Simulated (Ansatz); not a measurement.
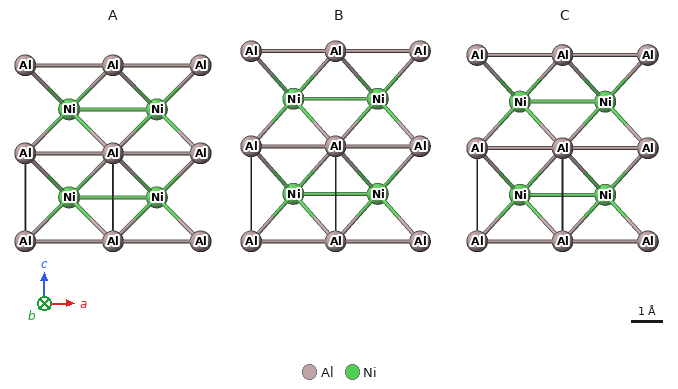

3 geometries from one relaxation of a crystal of AlNi (set up in Cmmm), in shuffled order. A ball-and-stick model of the cell of the calculation, repeated 2 × 1 × 2 with one cell outlined, seen along the b axis.

Method: DFT PBEsol, scalar-relativistic, plane waves, PAW (Ansatz 0.2.0). Settings: plane-wave cutoff 420 eV; k-point mesh 16 × 16 × 14; occupations gaussian; smearing width 0.1 eV; no spin polarisation; cell and atoms relaxed; force threshold 0.005 eV/Å; at most 80 steps.

Put them in the order of the run, from the start to the converged end.

Answer. B, C, A. They are steps 0, 1, 7, at +22.0 meV per atom, +12.8 meV per atom relative to the last. No atom moves by more than 0.005 Å relative to the cell. The volume changes by −0.1 %, with a = b 2.752 → 2.859 Å (+3.9 %), c 3.099 → 2.869 Å (−7.4 %), γ 90.4° → 90.0°. Near-neighbour distances that change, for instance: Al–Al 2.752 → 2.859 Å, Ni–Ni 2.752 → 2.859 Å, Al–Ni 2.493 → 2.479 Å. The space group (tolerance 0.01 Å) goes from Cmmm (No. 65) to P4/mmm (No. 123). The energy falls by 22.0 meV per atom in 5 accepted moves (7 points after the start). All forces vanish by symmetry, so only the cell relaxes. Pressure: 0.35 GPa at the start and 0.00 GPa at the end. The SCF was repeated twice at an unchanged geometry on a basis and grid sized afresh for the cell, which shifted the energy by 0.3 meV per atom at most. Cost: 120 s on 1 thread of Intel(R) Xeon(R) Platinum 8259CL CPU @ 2.50GHz (Skylake/Cascade Lake), with other jobs on the host, peak memory 0.56 GiB.
